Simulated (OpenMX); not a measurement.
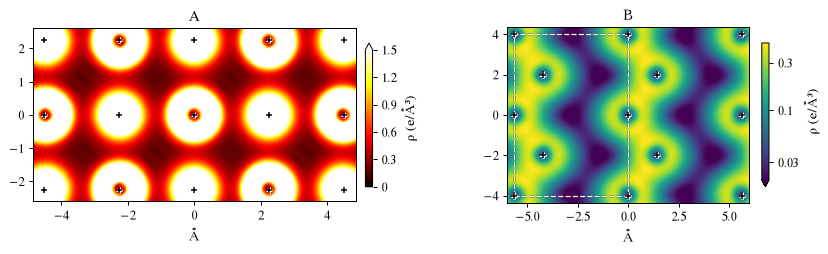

The valence electron density of 2 systems, each on a plane through atoms (crosses mark nuclei in the plane).

The calculation used Kohn-Sham DFT of a periodic cell, LDA-PW92, OpenMX 2013 LDA set (OpenMX).

System 1: HfN, the (100) plane of the conventional cell. Space group Fm-3m; computed pressure about −10 GPa in this cell; spin-polarised.

System 2: Ge, the (101) plane of the conventional cell. Space group Fd-3m; spin-polarised.

> Match each panel to its system.

Panel A is system 1, HfN: the plane holds Hf and N. Hf–N (2.26 Å): ρ is about 0.46 e/Å³ halfway. Panel B is system 2, Ge: the plane holds Ge. Ge–Ge (2.45 Å): the density is about 0.44 e/Å³ at the midpoint.
